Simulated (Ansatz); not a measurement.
A series of calculations on Al₂Cu

**1. Relaxation**

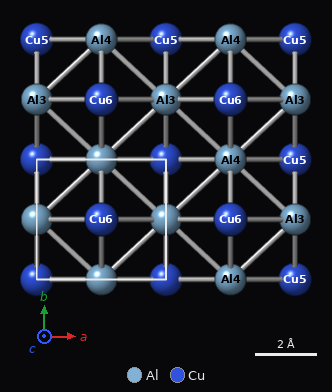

Crystalline Al2Cu (set up in Immm), before the relaxation. The picture is a ball-and-stick view of the cell of the calculation, repeated 2 × 2 × 1 with one cell outlined, seen along the c axis.

Case: uniaxial strain along a of +6.0 %; b, c and atoms relaxed.

Method: DFT PBEsol, scalar-relativistic, plane waves, PAW in Ansatz 0.2.0.

Input
```yaml
crystal:
  lattice:
    - [3.0349695467, 3.0349695467, 0.0]
    - [-2.8202311354, 2.8202311354, 0.0]
    - [0.0, 0.0, 5.6404622707]
  atoms:
    - { symbol: Al, position: [0.5, 0.0, 0.2528702087] }
    - { symbol: Al, position: [0.0, 0.5, 0.2471297913] }
    - { symbol: Al, position: [0.0, 0.5, 0.7528702087] }
    - { symbol: Al, position: [0.5, 0.0, 0.7471297913] }
    - { symbol: Cu, position: [0.0, 0.0, 0.5] }
    - { symbol: Cu, position: [0.5, 0.5, 0.0] }
basis:
  ecutwfc: 420
kpoints:
  mp_grid: { grid: [10, 10, 6] }
hamiltonian:
  xc: pbesol
scf:
  occupations: { method: gaussian, width: 0.1 }
output:
  forces: true
  stress: true
  eigenvalues: true
  write_density: true
  write_potential: true
  elf: true
  volumetric_format: npy
relax:
  adjacent_minimum: "off"
  f_tol: 0.008
  max_steps: 40
  cell: { stress_tol: 0.015, fix: [a, angles] }
```

Command:
```bash
ansatz run input.yaml --threads 1 --pin off --max-ram 2560MiB --backend cpu --events-out ev --progress --plain --runs-dir out
```

Q: Predict the outcome.

A: The largest moves relative to the cell, 0.009 Å, are those of Al1, Al2, Al3 and Al4. Al1 goes along +c. Cu stays in place. The volume changes by +0.9 %, with a unchanged at 4.292 Å, b 3.988 → 4.040 Å (+1.3 %), c 5.640 → 5.617 Å (−0.4 %). Some distances before and after: Al1–Al4 2.788 → 2.759 Å, Al1–Cu6 2.452 → 2.474 Å, Al1–Al2 2.930 → 2.948 Å, Al1–Cu5 2.559 → 2.551 Å. The space group stays Immm (No. 71). The energy falls by 12.4 meV per cell of the calculation in 4 accepted moves (6 points after the start). The largest force component goes from 0.15 to under 0.0001 eV/Å. The pressure goes from −2.32 to −3.20 GPa. At 2 points the geometry stayed and the basis and grid were re-selected for the new cell (energy shift of 0.3 meV per cell of the calculation at most each time). Cost: 3.4 min on 1 thread of Intel(R) Xeon(R) Platinum 8259CL CPU @ 2.50GHz (Skylake/Cascade Lake), with other jobs on the host, peak memory 0.65 GiB.

The end point in the same view:

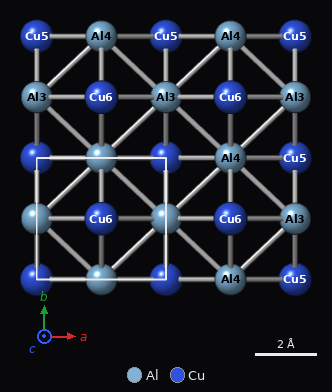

**2. Relaxation**

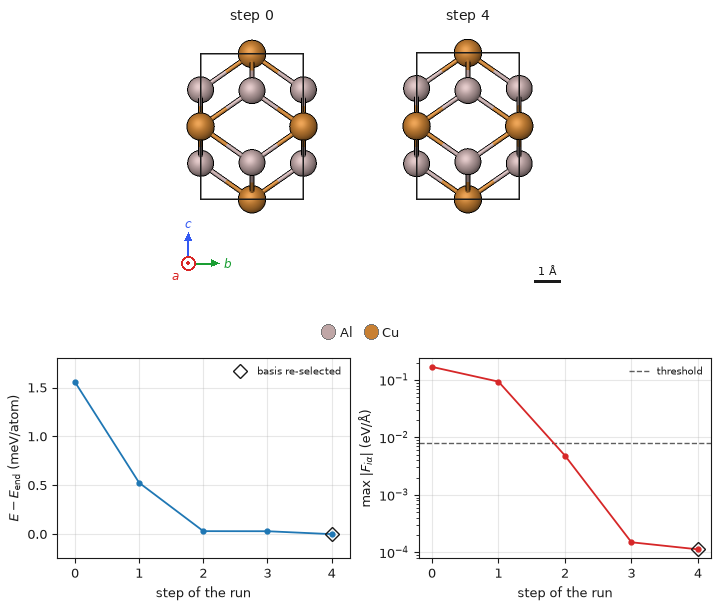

First and last geometry of a relaxation of a crystal of Al₂Cu (set up in Immm), with the history of the run. The picture is a ball-and-stick view of the cell of the calculation, seen along the a axis.

Case: uniaxial strain along a of -4.0 %; b, c and atoms relaxed.

All numbers below come from DFT PBEsol, scalar-relativistic, plane waves, PAW in Ansatz.

Input file:
```yaml
crystal:
  lattice:
    - [2.7486516649, 2.7486516649, 0.0]
    - [-2.8918106058, 2.8918106058, 0.0]
    - [0.0, 0.0, 5.7836212116]
  atoms:
    - { symbol: Al, position: [0.5, 0.0, 0.2470998463] }
    - { symbol: Al, position: [0.0, 0.5, 0.2529001537] }
    - { symbol: Al, position: [0.0, 0.5, 0.7470998463] }
    - { symbol: Al, position: [0.5, 0.0, 0.7529001537] }
    - { symbol: Cu, position: [0.0, 0.0, 0.5] }
    - { symbol: Cu, position: [0.5, 0.5, 0.0] }
basis:
  ecutwfc: 420
kpoints:
  mp_grid: { grid: [10, 10, 6] }
hamiltonian:
  xc: pbesol
scf:
  occupations: { method: gaussian, width: 0.1 }
output:
  forces: true
  stress: true
  eigenvalues: true
relax:
  adjacent_minimum: "off"
  f_tol: 0.008
  max_steps: 40
  cell: { stress_tol: 0.015, fix: [a, angles] }
```

Command:
```bash
ansatz run input.yaml --threads 1 --pin off --max-ram 2560MiB --backend cpu --events-out ev --progress --plain --runs-dir out
```

Q: Did the run converge, and what did it change?

A: It converged. The largest moves relative to the cell, 0.023 Å, are those of Al1, Al2, Al3 and Al4. Al4 goes along +c. Cu stays in place. Cell: a unchanged at 3.887 Å, b 4.090 → 4.082 Å (−0.2 %), c 5.784 → 5.822 Å (+0.7 %). Volume +0.5 %. Among the contacts that change: Al1–Cu5 2.432 → 2.453 Å, Al1–Cu6 2.495 → 2.484 Å. The space group stays Immm (No. 71). After 3 accepted moves (4 points after the start) the energy has fallen by 1.6 meV per atom. The largest force component goes from 0.17 to 0.00011 eV/Å. The pressure goes from 2.45 to 1.83 GPa. The SCF was repeated once at an unchanged geometry on a basis and grid sized afresh for the cell, which shifted the energy by less than 0.05 meV per atom at most.

```json
{"step": "0", "E − E(0), meV/atom": "0.00", "largest force component, eV/Å": "0.1688", "pressure, GPa": "2.45", "volume, Å³/atom": "15.324", "note": ""}
{"step": "1", "E − E(0), meV/atom": "-1.03", "largest force component, eV/Å": "0.0935", "pressure, GPa": "2.22", "volume, Å³/atom": "15.349", "note": ""}
{"step": "2", "E − E(0), meV/atom": "-1.53", "largest force component, eV/Å": "0.0048", "pressure, GPa": "1.84", "volume, Å³/atom": "15.396", "note": ""}
{"step": "3", "E − E(0), meV/atom": "-1.53", "largest force component, eV/Å": "0.0001", "pressure, GPa": "1.83", "volume, Å³/atom": "15.398", "note": ""}
{"step": "4", "E − E(0), meV/atom": "-1.56", "largest force component, eV/Å": "0.0001", "pressure, GPa": "1.83", "volume, Å³/atom": "15.398", "note": "same geometry, new basis"}
```

**3. Series**

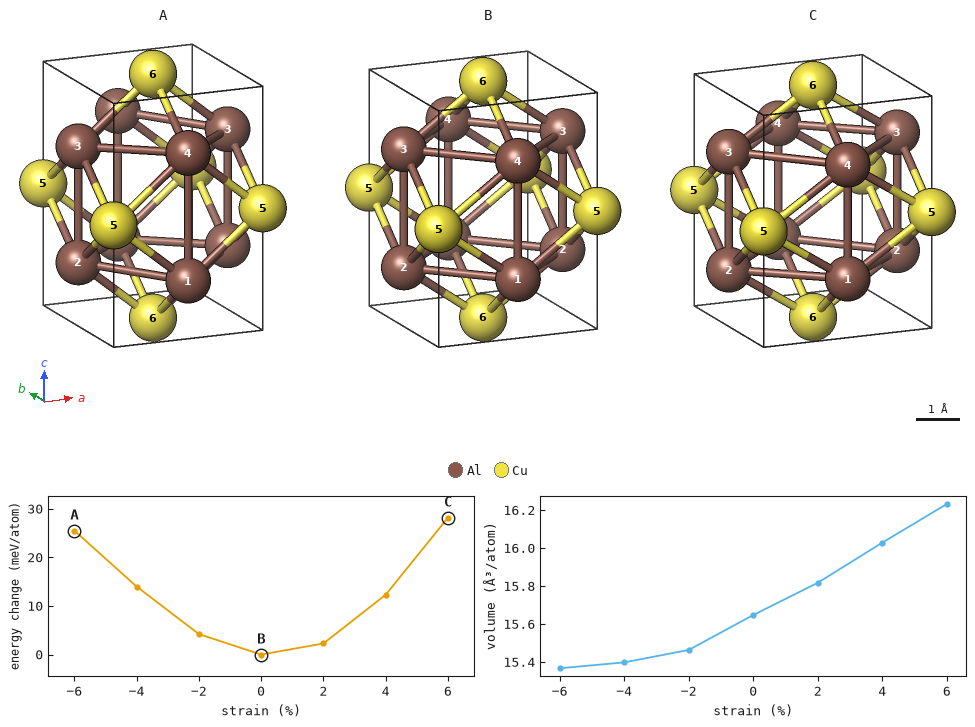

Members of a series of calculations on crystalline Al2Cu (set up in Fm-3m), marked on the first curve. Style: ball-and-stick. Shown: the cell of the calculation, slightly off an axis.

Level of theory: DFT PBEsol, scalar-relativistic, plane waves, PAW in Ansatz 0.2.0. Settings: plane-wave cutoff 420 eV; k-point mesh 10 × 10 × 6; occupations gaussian; smearing width 0.1 eV; no spin polarisation.

> Describe the series.

Uniaxial strain along a; b, c and atoms relaxed. A (strain −6.0 %): energy change 25.5 meV/atom, volume 15.37 Å³ per atom. B (strain 0.0 %): energy change 0.0 meV/atom, volume 15.65 Å³ per atom. C (strain 6.0 %): energy change 28.2 meV/atom, volume 16.23 Å³ per atom. The rest compares A with C. The drawn cell changes as follows: a 3.806 → 4.292 Å (+12.8 %), b 4.101 → 4.040 Å (−1.5 %), c 5.907 → 5.617 Å (−4.9 %); the volume changes by +5.6 %. Some distances before and after: Al–Al 3.093 → 2.759 Å, Al–Al 2.801 → 2.948 Å, Al–Cu 2.452 → 2.551 Å.
